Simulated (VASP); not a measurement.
**Run report: BaTiO3, geometry relaxation (part 3 of 3)**

Continued. System: BaTiO3 (5 atoms in the cell). Method: Kohn-Sham DFT of a periodic cell, PBEsol, VASP PAW PBE potentials, recommended, no spin polarisation (VASP 6.6.1); cutoff 600 eV, 8×8×8 k-mesh, Gaussian smearing of 0.03 eV. The structure derives from an entry of the Crystallography Open Database.

Geometry of the input (Å; fractional positions):
```
3.9998  0.0000  0.0000
0.0000  3.9998  0.0000
0.0000  0.0000  4.0180
Ba 0.0000  0.0000  0.0000
Ti 0.5000  0.5000  0.4900
O  0.5000  0.5000  0.0190
O  0.5000  0.0000  0.5170
O  0.0000  0.5000  0.5170
```

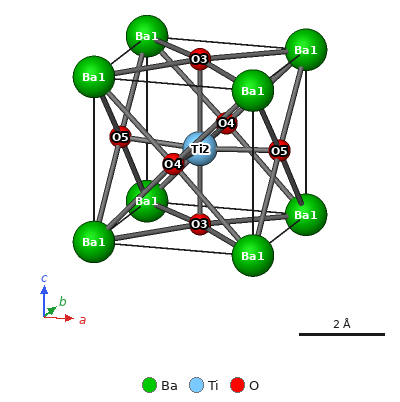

Fig. 1: The geometry at step 6 of the log (ball-and-stick view of the cell of the calculation, seen slightly off an axis; atoms are numbered from 1 in the order of the input).

Parts of OUTCAR, continued:
```
  energy  without entropy=      -42.0082040349  energy(sigma->0) =      -42.00820403

--------------------------------------- Ionic step       12  -------------------------------------------

 number of electron      39.9999996 magnetization

------------------------ aborting loop because EDIFF is reached ----------------------------------------

  FORCE on cell =-STRESS in cart. coord.  units (eV):
  Direction    XX          YY          ZZ          XY          YZ          ZX
  --------------------------------------------------------------------------------------
  -------------------------------------------------------------------------------------
  Total        0.0352584      0.0352584     -0.0535812      0.0000000     -0.0000000      0.0000000
  in kB        0.8832279      0.8832279     -1.3422181      0.0000000     -0.0000000      0.0000000
  external PRESSURE =       0.1414125 kB  Pullay stress =       0.0000000 kB

 VOLUME and BASIS-vectors are now :
 -----------------------------------------------------------------------------
  energy-cutoff  :      600.00
  volume of cell :       63.96
      direct lattice vectors                 reciprocal lattice vectors
     3.965636364  0.000000000  0.000000000     0.252166338  0.000000000  0.000000000
     0.000000000  3.965636364 -0.000000000     0.000000000  0.252166338  0.000000000
     0.000000000 -0.000000000  4.066999995     0.000000000  0.000000000  0.245881485

 POSITION                                       TOTAL-FORCE (eV/Angst)
 -----------------------------------------------------------------------------------
      0.00000      3.96564      4.06327         0.000000      0.000000     -0.016666
      1.98282      1.98282      1.96025         0.000000      0.000000     -0.008622
      1.98282      1.98282      0.11647         0.000000     -0.000000      0.029681
      1.98282     -0.00000      2.10119         0.000000      0.000000     -0.002197
      0.00000      1.98282      2.10119        -0.000000      0.000000     -0.002197
 -----------------------------------------------------------------------------------
    total drift:                                0.000000     -0.000000      0.000319

  FREE ENERGIE OF THE ION-ELECTRON SYSTEM (eV)
  ---------------------------------------------------
  free  energy   TOTEN  =       -42.0082605577 eV

  energy  without entropy=      -42.0082605577  energy(sigma->0) =      -42.00826056

--------------------------------------- Ionic step       13  -------------------------------------------

 number of electron      39.9999996 magnetization

 Free energy of the ion-electron system (eV)
  ---------------------------------------------------
  ext. energy  EPLUGINS =         0.00000000
  ---------------------------------------------------
  free energy    TOTEN  =       -42.00832266 eV

  energy without entropy =      -42.00832266  energy(sigma->0) =      -42.00832266

 E-fermi :   3.9985     XC(G=0): -11.5173     alpha+bet :-14.5745

 val. band max:        3.8189883123   @ k =   0.5000   0.5000   0.5000
 cond. band min:       5.5833664770   @ k =   0.0000   0.0000   0.0000
 fundamental gap:      1.7643781647
 Fermi energy:         3.9985305554

 k-point     1 :       0.0000    0.0000    0.0000
  band No.  band energies     occupation
      1     -52.4622      2.00000
      2     -28.8684      2.00000
      3     -28.7916      2.00000
      4     -28.7916      2.00000
      5     -21.0773      2.00000
      6     -13.1109      2.00000
      7     -12.4657      2.00000
      8     -12.3818      2.00000
      9      -6.2871      2.00000
     10      -6.2391      2.00000
     11      -6.2391      2.00000
     12       1.3613      2.00000
     13       1.4225      2.00000
     14       1.4225      2.00000
     15       2.3529      2.00000
     16       2.3529      2.00000
     17       2.5531      2.00000
     18       3.2796      2.00000
     19       3.3918      2.00000
     20       3.3918      2.00000
     21       5.5834      0.00000
     22       5.9788      0.00000
     23       5.9788      0.00000
     24       7.9666      0.00000

 k-point     2 :       0.1250    0.0000    0.0000
  band No.  band energies     occupation
      1     -52.4620      2.00000
      2     -28.8680      2.00000
      3     -28.8005      2.00000
      4     -28.7912      2.00000
      5     -21.0585      2.00000
      6     -13.1207      2.00000
      7     -12.4567      2.00000
      8     -12.3710      2.00000
      9      -6.2624      2.00000
     10      -6.2124      2.00000
     11      -6.1797      2.00000
     12       1.1461      2.00000
     13       1.3249      2.00000
     14       1.3834      2.00000
     15       2.1103      2.00000
     16       2.2130      2.00000
     17       2.4698      2.00000
     18       2.9968      2.00000
     19       3.2223      2.00000
     20       3.3321      2.00000
     21       5.8949      0.00000
     22       6.0147      0.00000
     23       6.1022      0.00000
     24       8.0447      0.00000

 k-point     3 :       0.2500    0.0000    0.0000
  band No.  band energies     occupation
      1     -52.4616      2.00000
      2     -28.8671      2.00000
      3     -28.8220      2.00000
      4     -28.7904      2.00000
      5     -21.0123      2.00000
      6     -13.1941      2.00000
      7     -12.4288      2.00000
      8     -12.2907      2.00000
      9      -6.2002      2.00000
     10      -6.1459      2.00000
     11      -6.0388      2.00000
     12       0.5243      2.00000
     13       1.1779      2.00000
     14       1.2282      2.00000
     15       1.7384      2.00000
     16       1.9794      2.00000
     17       2.1909      2.00000
     18       2.4934      2.00000
     19       2.9224      2.00000
     20       3.0707      2.00000
     21       6.0275      0.00000
     22       6.5891      0.00000
     23       6.6071      0.00000
     24       8.0422      0.00000

 k-point     4 :       0.3750    0.0000    0.0000
  band No.  band energies     occupation
      1     -52.4611      2.00000
      2     -28.8662      2.00000
      3     -28.8433      2.00000
      4     -28.7896      2.00000
      5     -20.9652      2.00000
      6     -13.3099      2.00000
      7     -12.4084      2.00000
      8     -12.1459      2.00000
      9      -6.1350      2.00000
     10      -6.0766      2.00000
     11      -5.9002      2.00000
     12      -0.0658      2.00000
     13       0.9774      2.00000
     14       0.9949      2.00000
     15       1.4539      2.00000
     16       1.8759      2.00000
     17       1.8915      2.00000
     18       2.1412      2.00000
     19       2.6820      2.00000
     20       2.8530      2.00000
     21       6.0805      0.00000
     22       7.1593      0.00000
     23       7.1862      0.00000
     24       8.0246      0.00000

 k-point     5 :       0.5000    0.0000    0.0000
  band No.  band energies     occupation
      1     -52.4610      2.00000
      2     -28.8659      2.00000
      3     -28.8521      2.00000
      4     -28.7892      2.00000
      5     -20.9453      2.00000
      6     -13.3641      2.00000
      7     -12.4011      2.00000
      8     -12.0739      2.00000
      9      -6.1070      2.00000
     10      -6.0469      2.00000
     11      -5.8433      2.00000
     12      -0.3030      2.00000
     13       0.8862      2.00000
     14       0.8875      2.00000
     15       1.3327      2.00000
     16       1.7592      2.00000
     17       1.8584      2.00000
     18       2.0513      2.00000
     19       2.5895      2.00000
     20       2.7723      2.00000
     21       6.1038      0.00000
     22       7.3819      0.00000
     23       7.4475      0.00000
     24       8.0040      0.00000

 [... the levels of 18 k-points are left out ...]

 k-point    24 :       0.5000    0.1250    0.1250
  band No.  band energies     occupation
      1     -52.4607      2.00000
      2     -28.8720      2.00000
      3     -28.8510      2.00000
      4     -28.7977      2.00000
      5     -20.9238      2.00000
      6     -13.2189      2.00000
      7     -12.3752      2.00000
      8     -12.1326      2.00000
      9      -6.2307      2.00000
     10      -6.0051      2.00000
     11      -5.9831      2.00000
     12      -0.3584      2.00000
     13       0.6941      2.00000
     14       0.8021      2.00000
     15       0.9320      2.00000
     16       1.2887      2.00000
     17       2.0566      2.00000
     18       2.4551      2.00000
     19       2.6443      2.00000
     20       2.6898      2.00000
     21       6.4062      0.00000
     22       7.4180      0.00000
     23       7.4688      0.00000
     24       8.5792      0.00000

 [... further k-points ...]

------------------------ aborting loop because EDIFF is reached ----------------------------------------

  FORCE on cell =-STRESS in cart. coord.  units (eV):
  Direction    XX          YY          ZZ          XY          YZ          ZX
  --------------------------------------------------------------------------------------
  -------------------------------------------------------------------------------------
  Total        0.0188492      0.0188492     -0.0181119      0.0000000     -0.0000000      0.0000000
  in kB        0.4720672      0.4720672     -0.4536022      0.0000000     -0.0000000      0.0000000
  external PRESSURE =       0.1635108 kB  Pullay stress =       0.0000000 kB

 VOLUME and BASIS-vectors are now :
 -----------------------------------------------------------------------------
  energy-cutoff  :      600.00
  volume of cell :       63.97
      direct lattice vectors                 reciprocal lattice vectors
     3.966453413  0.000000000  0.000000000     0.252114394  0.000000000  0.000000000
     0.000000000  3.966453413 -0.000000000     0.000000000  0.252114394  0.000000000
     0.000000000 -0.000000000  4.066262265     0.000000000  0.000000000  0.245926095

 POSITION                                       TOTAL-FORCE (eV/Angst)
 -----------------------------------------------------------------------------------
      0.00000     -0.00000      4.06076         0.000000      0.000000     -0.003783
      1.98323      1.98323      1.95994         0.000000      0.000000     -0.005763
      1.98323      1.98323      0.11804         0.000000     -0.000000      0.005227
      1.98323     -0.00000      2.10088         0.000000     -0.000000      0.002159
      0.00000      1.98323      2.10088         0.000000     -0.000000      0.002159
 -----------------------------------------------------------------------------------
    total drift:                                0.000000     -0.000000     -0.000181

  FREE ENERGIE OF THE ION-ELECTRON SYSTEM (eV)
  ---------------------------------------------------
  free  energy   TOTEN  =       -42.0083226555 eV

  energy  without entropy=      -42.0083226555  energy(sigma->0) =      -42.00832266

 reached required accuracy - stopping structural energy minimisation
```

CONTCAR:
```
BaTiO3
   1.00000000000000
     3.9664534134412541    0.0000000000000000    0.0000000000000000
     0.0000000000000000    3.9664534134412541   -0.0000000000000000
     0.0000000000000000   -0.0000000000000000    4.0662622654526093
  Ba              Ti              O
     1     1     3
Direct
     0.0000000000000000    0.0000000000000000    0.9986466701000166
     0.5000000000000000    0.5000000000000000    0.4820003778330460
     0.5000000000000000    0.5000000000000000    0.0290292087558446
     0.5000000000000000    0.0000000000000000    0.5166618716555496
     0.0000000000000000    0.5000000000000000    0.5166618716555496

  0.00000000E+00  0.00000000E+00  0.00000000E+00
  0.00000000E+00  0.00000000E+00  0.00000000E+00
  0.00000000E+00  0.00000000E+00  0.00000000E+00
  0.00000000E+00  0.00000000E+00  0.00000000E+00
  0.00000000E+00  0.00000000E+00  0.00000000E+00
```

Trajectory as extended XYZ (Å, eV, eV/Å), 13 frames, from step=0 to step=12:
```
5
Lattice="3.9998 0.0000 0.0000 0.0000 3.9998 0.0000 0.0000 0.0000 4.0180" Properties=species:S:1:pos:R:3:forces:R:3 step=0 energy=-41.99347
Ba    0.0000    0.0000    0.0000    0.0000   0.0000   0.0562
Ti    1.9999    1.9999    1.9688    0.0000   0.0000  -0.1451
O     1.9999    1.9999    0.0763    0.0000   0.0000   0.3270
O     1.9999    0.0000    2.0773    0.0000   0.0000  -0.1191
O     0.0000    1.9999    2.0773    0.0000   0.0000  -0.1191
5
Lattice="3.9616 0.0000 0.0000 0.0000 3.9616 0.0000 0.0000 -0.0000 3.9943" Properties=species:S:1:pos:R:3:forces:R:3 step=1 energy=-41.99657
Ba    3.9616    3.9616    0.0027    0.0000   0.0000   0.0389
Ti    1.9808    1.9808    1.9502    0.0000   0.0000   0.0165
O     1.9808    1.9808    0.0916    0.0000   0.0000  -0.0245
O     1.9808    3.9616    2.0593    0.0000   0.0000  -0.0154
O     0.0000    1.9808    2.0593    0.0000   0.0000  -0.0154
5
Lattice="3.9784 0.0000 0.0000 0.0000 3.9784 0.0000 0.0000 -0.0000 4.0047" Properties=species:S:1:pos:R:3:forces:R:3 step=2 energy=-42.00207
Ba    0.0000    0.0000    0.0015    0.0000   0.0000   0.0479
Ti    1.9892    1.9892    1.9584    0.0000   0.0000  -0.0663
O     1.9892    1.9892    0.0849    0.0000   0.0000   0.1429
O     1.9892    0.0000    2.0672    0.0000   0.0000  -0.0622
O     0.0000    1.9892    2.0672    0.0000   0.0000  -0.0622
5
Lattice="3.9759 0.0000 0.0000 0.0000 3.9759 -0.0000 0.0000 -0.0000 4.0179" Properties=species:S:1:pos:R:3:forces:R:3 step=3 energy=-42.00472
Ba    0.0000    0.0000    0.0039    0.0000   0.0000   0.0170
Ti    1.9879    1.9879    1.9611    0.0000   0.0000  -0.0788
O     1.9879    1.9879    0.0932    0.0000   0.0000   0.0847
O     1.9879    3.9759    2.0706    0.0000   0.0000  -0.0114
O     0.0000    1.9879    2.0706    0.0000   0.0000  -0.0114
5
Lattice="3.9704 0.0000 0.0000 0.0000 3.9704 -0.0000 0.0000 -0.0000 4.0466" Properties=species:S:1:pos:R:3:forces:R:3 step=4 energy=-42.00594
Ba    0.0000    0.0000    0.0093    0.0000   0.0000  -0.0476
Ti    1.9852    1.9852    1.9670    0.0000   0.0000  -0.0977
O     1.9852    1.9852    0.1116    0.0000   0.0000  -0.0478
O     1.9852    0.0000    2.0780    0.0000   0.0000   0.0966
O     0.0000    1.9852    2.0780    0.0000   0.0000   0.0966
5
Lattice="3.9719 0.0000 0.0000 0.0000 3.9719 -0.0000 0.0000 -0.0000 4.0385" Properties=species:S:1:pos:R:3:forces:R:3 step=5 energy=-42.00621
Ba    0.0000    0.0000    0.0077    0.0000   0.0000  -0.0298
Ti    1.9860    1.9860    1.9654    0.0000   0.0000  -0.0942
O     1.9860    1.9860    0.1064    0.0000   0.0000  -0.0096
O     1.9860    0.0000    2.0759    0.0000   0.0000   0.0668
O     0.0000    1.9860    2.0759    0.0000   0.0000   0.0668
5
Lattice="3.9724 0.0000 0.0000 0.0000 3.9724 -0.0000 0.0000 -0.0000 4.0459" Properties=species:S:1:pos:R:3:forces:R:3 step=6 energy=-42.00712
Ba    0.0000    0.0000    0.0068    0.0000   0.0000  -0.0450
Ti    1.9862    1.9862    1.9623    0.0000   0.0000  -0.0544
O     1.9862    1.9862    0.1085    0.0000   0.0000   0.0091
O     1.9862    0.0000    2.0825    0.0000   0.0000   0.0451
O     0.0000    1.9862    2.0825    0.0000   0.0000   0.0451
5
Lattice="3.9731 0.0000 0.0000 0.0000 3.9731 -0.0000 0.0000 -0.0000 4.0574" Properties=species:S:1:pos:R:3:forces:R:3 step=7 energy=-42.00760
Ba    0.0000    3.9731    0.0053    0.0000   0.0000  -0.0693
Ti    1.9866    1.9866    1.9576    0.0000   0.0000   0.0175
O     1.9866    1.9866    0.1119    0.0000   0.0000   0.0326
O     1.9866    0.0000    2.0928    0.0000   0.0000   0.0096
O     0.0000    1.9866    2.0928    0.0000   0.0000   0.0096
5
Lattice="3.9679 0.0000 0.0000 0.0000 3.9679 -0.0000 0.0000 -0.0000 4.0606" Properties=species:S:1:pos:R:3:forces:R:3 step=8 energy=-42.00796
Ba    0.0000    0.0000    0.0020    0.0000   0.0000  -0.0605
Ti    1.9840    1.9840    1.9549    0.0000   0.0000   0.0625
O     1.9840    1.9840    0.1147    0.0000   0.0000   0.0045
O     1.9840    0.0000    2.0970    0.0000   0.0000  -0.0032
O     0.0000    1.9840    2.0970    0.0000   0.0000  -0.0032
5
Lattice="3.9679 0.0000 0.0000 0.0000 3.9679 -0.0000 0.0000 -0.0000 4.0606" Properties=species:S:1:pos:R:3:forces:R:3 step=9 energy=-42.00796
Ba    0.0000    3.9679    0.0019    0.0000   0.0000  -0.0602
Ti    1.9839    1.9839    1.9549    0.0000   0.0000   0.0629
O     1.9839    1.9839    0.1147    0.0000   0.0000   0.0041
O     1.9839    0.0000    2.0970    0.0000   0.0000  -0.0034
O     0.0000    1.9839    2.0970    0.0000   0.0000  -0.0034
5
Lattice="3.9666 0.0000 0.0000 0.0000 3.9666 -0.0000 0.0000 -0.0000 4.0641" Properties=species:S:1:pos:R:3:forces:R:3 step=10 energy=-42.00820
Ba    0.0000    0.0000    4.0629    0.0000   0.0000  -0.0363
Ti    1.9833    1.9833    1.9578    0.0000   0.0000   0.0234
O     1.9833    1.9833    0.1157    0.0000   0.0000   0.0186
O     1.9833    0.0000    2.0993    0.0000   0.0000  -0.0028
O     0.0000    1.9833    2.0993    0.0000   0.0000  -0.0028
5
Lattice="3.9656 0.0000 0.0000 0.0000 3.9656 -0.0000 0.0000 -0.0000 4.0670" Properties=species:S:1:pos:R:3:forces:R:3 step=11 energy=-42.00826
Ba    0.0000    3.9656    4.0633    0.0000   0.0000  -0.0167
Ti    1.9828    1.9828    1.9603    0.0000   0.0000  -0.0086
O     1.9828    1.9828    0.1165    0.0000   0.0000   0.0297
O     1.9828    0.0000    2.1012    0.0000   0.0000  -0.0022
O     0.0000    1.9828    2.1012    0.0000   0.0000  -0.0022
5
Lattice="3.9665 0.0000 0.0000 0.0000 3.9665 -0.0000 0.0000 -0.0000 4.0663" Properties=species:S:1:pos:R:3:forces:R:3 step=12 energy=-42.00832
Ba    0.0000    0.0000    4.0608    0.0000   0.0000  -0.0038
Ti    1.9832    1.9832    1.9599    0.0000   0.0000  -0.0058
O     1.9832    1.9832    0.1180    0.0000   0.0000   0.0052
O     1.9832    0.0000    2.1009    0.0000   0.0000   0.0022
O     0.0000    1.9832    2.1009    0.0000   0.0000   0.0022
```
